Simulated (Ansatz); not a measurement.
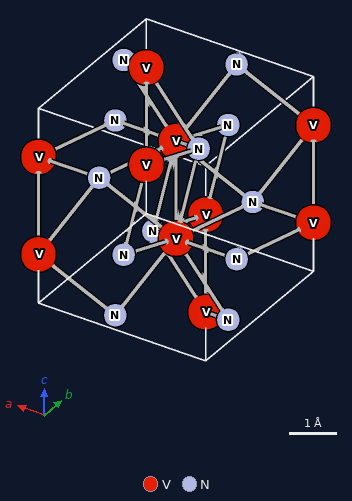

Phonons of a crystal of VN2, space group I4/mcm (No. 140), at the zone centre. A ball-and-stick model of the conventional cell (2 times the calculation's cell), seen from a free direction. Lengths and directions refer to the drawn axes.

The calculation used Ansatz 0.2.0, DFT PBE, scalar-relativistic, plane waves, PAW.

Input
```yaml
crystal:
  lattice:
    - [-2.1513038807, 2.1513038807, 2.4945854855]
    - [2.1513038807, -2.1513038807, 2.4945854855]
    - [2.1513038807, 2.1513038807, -2.4945854855]
  atoms:
    - { symbol: V, position: [0.25, 0.25, 0.0] }
    - { symbol: V, position: [0.75, 0.75, 0.0] }
    - { symbol: "N", position: [0.1135741936, 0.6135741936, 0.7271483873] }
    - { symbol: "N", position: [0.6135741936, 0.8864258064, 0.5] }
    - { symbol: "N", position: [0.8864258064, 0.3864258064, 0.2728516127] }
    - { symbol: "N", position: [0.3864258064, 0.1135741936, 0.5] }
basis:
  ecutwfc: 420
kpoints:
  mp_grid: { grid: [12, 12, 12] }
hamiltonian:
  xc: pbe
scf:
  occupations: { method: fermi_dirac, width: 0.15 }
output:
  eigenvalues: true
phonons:
  method: dfpt
  eigenvectors: true
```

Run as
```bash
ansatz run input.yaml --threads 2 --pin off --max-ram 7168MiB --backend cpu --events-out ev --progress --plain --runs-dir out
```

The frequencies depend somewhat on the k-mesh and the smearing.

Question: Which optical modes does it have, at what frequencies, and is it stable there?

Answer: The calculation's cell holds 6 atoms, so there are 15 optical modes, in 11 levels. The optical modes span A₂u + 2A₂g + 2E_g + B₁u + 2E_u + B₁g + A₁g + B₂g. No level is unstable.

```csv
level,symmetry,frequency (cm⁻¹),activity
1,A₂u,203,infrared-active
2,A₂g,220,silent
3,E_g,304,Raman-active
4,B₁u,452,silent
5,E_u,538,infrared-active
6,E_u,614,infrared-active
7,E_g,630,Raman-active
8,A₂g,640,silent
9,B₁g,666,Raman-active
10,A₁g,966,Raman-active
11,B₂g,1007,Raman-active
```

The crystal is a metal, so free carriers screen the infrared response.

The modes drawn as arrows (one member of each degenerate set), 6 of the levels:

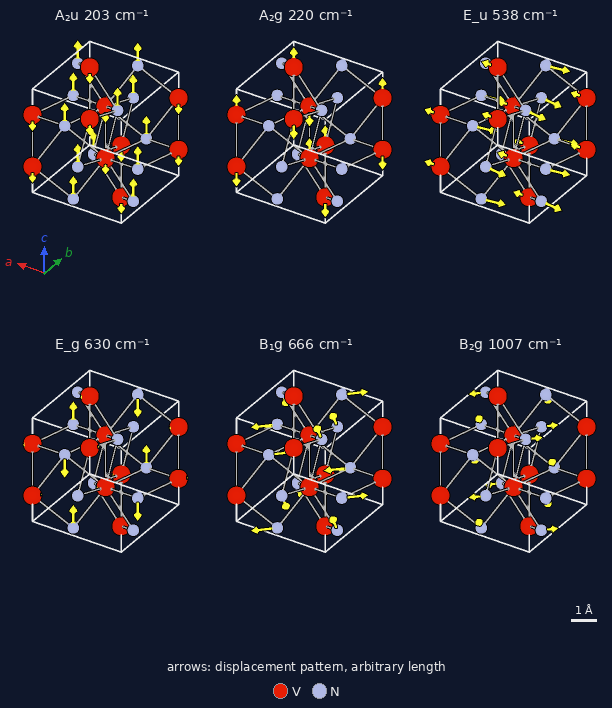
